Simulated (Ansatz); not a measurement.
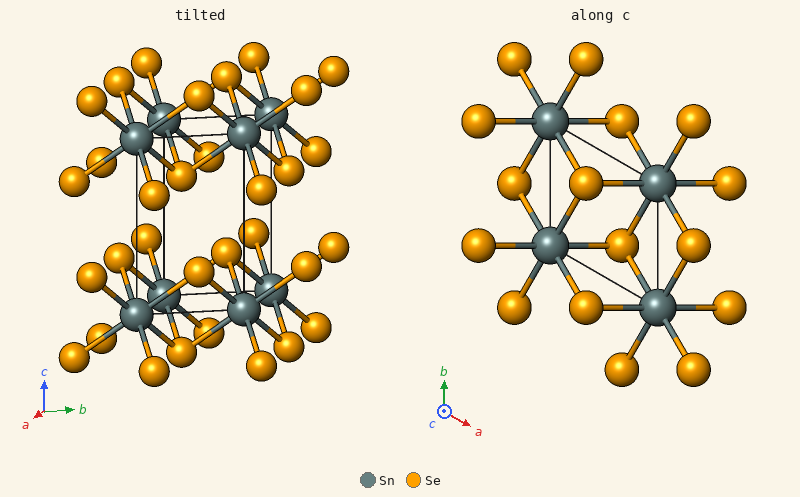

The structure above is drawn in ball-and-stick style and viewed slightly off an axis and along the c axis. The conventional unit cell is drawn as a box. A few atoms beyond the faces are included.

Lattice: a = 3.82 Å, b = 3.82 Å, c = 6.12 Å, α = 90.00°, β = 90.00°, γ = 120.00°.

The composition is SnSe$_{2}$.

### Determine the space group.

P-3m1 (No. 164), with Sn on 1a and Se on 2d.

### What is the name of this structure type?

Cadmium iodide (CdI₂, 1T) type.

### What does the coordination shell of Se look like?

Three Sn in a trigonal pyramidal arrangement at about 2.7 Å.

### To which atoms is each Sn bonded?

Six Se in an octahedral arrangement at about 2.7 Å.

### Is the bonded network molecular, chain-like, layered or three-dimensional?

The bonds build SnSe2 layers parallel to (001).

Starting structure: a structure type known for this compound. Earlier steps of the study may have refined or changed the cell and positions. It was set up as input for a calculation with Ansatz.
